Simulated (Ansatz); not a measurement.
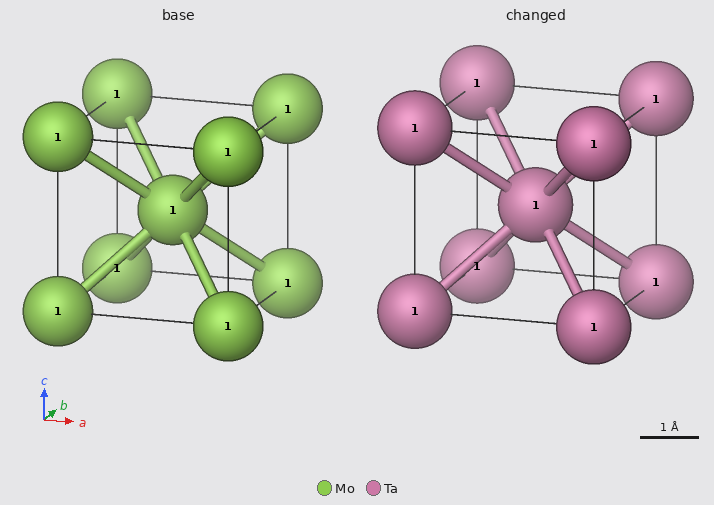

Left: solid Mo (set up in Im-3m). Right: the same structure after one change, at the same scale. The picture is a ball-and-stick view of the conventional cell (2 times the calculation's cell), seen slightly off an axis. Lengths and directions refer to the drawn axes.

These are results of DFT PBE, scalar-relativistic, plane waves, PAW (Ansatz), not measurements. Set-up: plane-wave cutoff 420 eV; k-point mesh 18 × 18 × 18; occupations gaussian; smearing width 0.1 eV; no spin polarisation.

> What was changed?

Every molybdenum atom is replaced by tantalum, which gives Ta. Cell and atoms are relaxed again (to zero pressure within 0.1 GPa, forces under 0.01 eV/Å).

> What does the change do?

The volume per atom goes from 15.79 to 18.28 Å³. Both are metals. The drawn cell changes as follows: a = b = c 3.161 → 3.319 Å (+5.0 %); the volume changes by +15.8 %. The space group stays Im-3m (No. 229).
